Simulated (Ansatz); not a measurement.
Consider Al16P16H (cell charge +1, with a compensating background) (cell with a defect).

The calculation's input:

```
crystal:
  lattice:
    - [-5.5073398843, 5.5073398843, -5.5073398843]
    - [5.5073398843, -5.5073398843, -5.5073398843]
    - [-5.5073398843, -5.5073398843, 5.5073398843]
  atoms:
    - { symbol: Al, position: [0.4982680565, 0.2487154937, 0.2487154937] }
    - { symbol: Al, position: [0.2487154937, 0.2487154937, 0.4982680565] }
    - { symbol: Al, position: [-0.0004474372, 0.2512845063, 0.75] }
    - { symbol: Al, position: [0.75, -0.0004474372, 0.2512845063] }
    - { symbol: Al, position: [0.75, 0.2512845063, -0.0004474372] }
    - { symbol: Al, position: [0.5004474372, 0.0017319435, 0.5004474372] }
    - { symbol: Al, position: [0.2512845063, -0.0004474372, 0.75] }
    - { symbol: Al, position: [-0.0004474372, 0.75, 0.2512845063] }
    - { symbol: Al, position: [0.9949307488, 0.9949307488, 0.9949307488] }
    - { symbol: Al, position: [0.75, 0.75, 0.5050692512] }
    - { symbol: Al, position: [0.5050692512, 0.75, 0.75] }
    - { symbol: Al, position: [0.2487154937, 0.4982680565, 0.2487154937] }
    - { symbol: Al, position: [0.2512845063, 0.75, -0.0004474372] }
    - { symbol: Al, position: [0.0017319435, 0.5004474372, 0.5004474372] }
    - { symbol: Al, position: [0.75, 0.5050692512, 0.75] }
    - { symbol: Al, position: [0.5004474372, 0.5004474372, 0.0017319435] }
    - { symbol: P, position: [0.5, 0.0, 0.25] }
    - { symbol: P, position: [0.25, 0.0, 0.5] }
    - { symbol: P, position: [0.0022788534, 0.0022788534, 0.75] }
    - { symbol: P, position: [0.75, 0.75, 0.2525594151] }
    - { symbol: P, position: [0.75, 0.0022788534, 0.0022788534] }
    - { symbol: P, position: [0.4977211466, 0.75, 0.4977211466] }
    - { symbol: P, position: [0.2525594151, 0.75, 0.75] }
    - { symbol: P, position: [0.0, 0.5, 0.25] }
    - { symbol: P, position: [0.0022788534, 0.75, 0.0022788534] }
    - { symbol: P, position: [0.75, 0.4977211466, 0.4977211466] }
    - { symbol: P, position: [0.4977211466, 0.4977211466, 0.75] }
    - { symbol: P, position: [0.2474405849, 0.2474405849, 0.2474405849] }
    - { symbol: P, position: [0.25, 0.5, 0.0] }
    - { symbol: P, position: [0.0, 0.25, 0.5] }
    - { symbol: P, position: [0.75, 0.2525594151, 0.75] }
    - { symbol: P, position: [0.5, 0.25, 0.0] }
    - { symbol: H, position: [0.75, 0.75, 0.75] }
  host:
    lattice:
      - [0.0, 2.7536699422, 2.7536699422]
      - [2.7536699422, 0.0, 2.7536699422]
      - [2.7536699422, 2.7536699422, 0.0]
    atoms:
      - { symbol: Al, position: [0.0, 0.0, 0.0] }
      - { symbol: P, position: [0.75, 0.75, 0.75] }
total_charge: 1
basis:
  ecutwfc: 420
  xc_grid: 2
kpoints:
  mp_grid: { grid: [2, 2, 2], shift: [0.5, 0.5, 0.5] }
hamiltonian:
  xc: pbe
scf:
  occupations: { method: gaussian, width: 0.01 }
output:
  forces: true
  stress: false
  eigenvalues: true
  charged_corrections:
    defect_position: [0.75, 0.75, 0.75]
    epsilon: [[10.3826, 0.0, 0.0], [0.0, 10.3826, 0.0], [0.0, 0.0, 10.3826]]
  write_density: true
  write_potential: true
  elf: true
  volumetric_format: npy
relax:
  adjacent_minimum: "off"
  f_tol: 0.025
  max_steps: 45
```

Run with:

```sh
ansatz run input.yaml --threads 4 --pin off --max-ram 10240MiB --backend cpu --events-out ev --progress --plain --runs-dir out
```

The fields are those of the run's last geometry, not of the input's.

All numbers below come from Ansatz, DFT PBE, scalar-relativistic, plane waves, PAW.

### What will maps of the valence pseudo-density and electron localisation function show?

Al–H (2.37 Å): ρ is about 0.14 e/Å³ halfway; the ELF climbs to about 1 towards the hydrogen.
Al–P (2.38 Å): the density is about 0.51 e/Å³ at the midpoint; the ELF peaks at about 0.95 between the atoms, as expected for localised, covalent bonding.

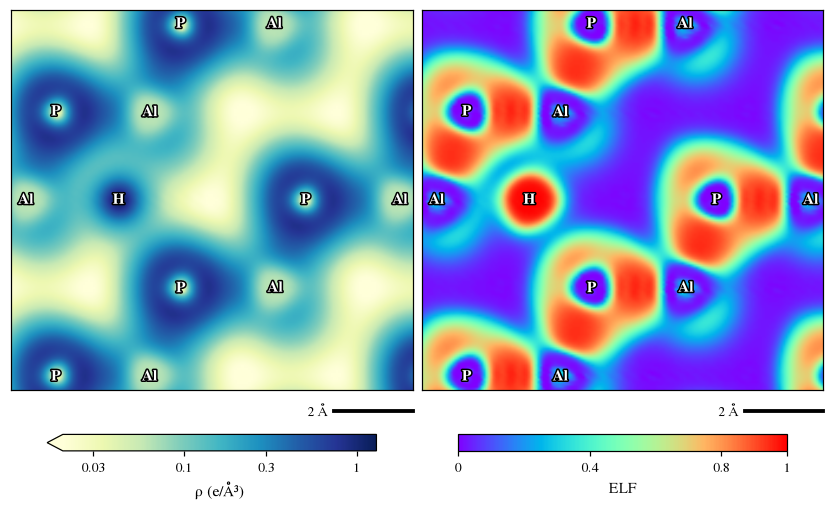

Computed valence pseudo-density and electron localisation function on the (011̄) plane of the calculation cell, in this order. 
